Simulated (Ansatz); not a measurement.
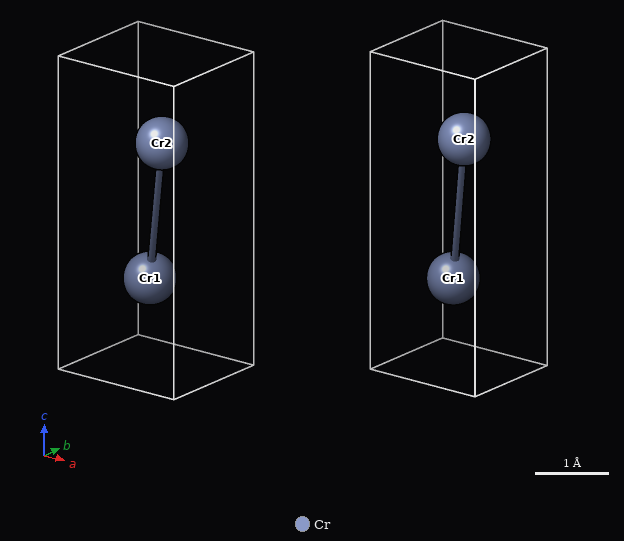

Two geometries of a crystal of Cr (set up in P6_3/mmc) (coarse preliminary run), drawn at one scale. One is the start of a relaxation, the other its converged end. The picture is a ball-and-stick view of the cell of the calculation, seen slightly off an axis.

Theory: Ansatz, DFT r2SCAN, scalar-relativistic, plane waves, PAW. Set-up: plane-wave cutoff 500 eV; k-point mesh 12 × 12 × 4; occupations gaussian; smearing width 0.1 eV; collinear spin; cell and atoms relaxed; force threshold 0.05 eV/Å; at most 80 steps.

### Which one is relaxed?

The right one is the relaxed one. The atoms keep their places relative to the cell (all moves are under 0.005 Å). The volume changes by −16.9 %, with a = b 2.714 → 2.457 Å (−9.5 %), c 4.410 → 4.470 Å (+1.4 %). Some distances before and after: Cr1–Cr1 2.714 → 2.457 Å, Cr1–Cr2 2.705 → 2.647 Å. The space group stays P6_3/mmc (No. 194). The energy falls by 0.373 eV per cell of the calculation in 7 accepted moves (9 points after the start). All forces vanish by symmetry, so only the cell relaxes. Pressure: −16.15 GPa at the start and −0.07 GPa at the end. The line search rejected the trial step at point 6 of the run. The SCF was repeated once at an unchanged geometry on a basis and grid sized afresh for the cell, which shifted the energy by 1.1 meV per cell of the calculation at most. The program noted that the starting moments weren't kept.
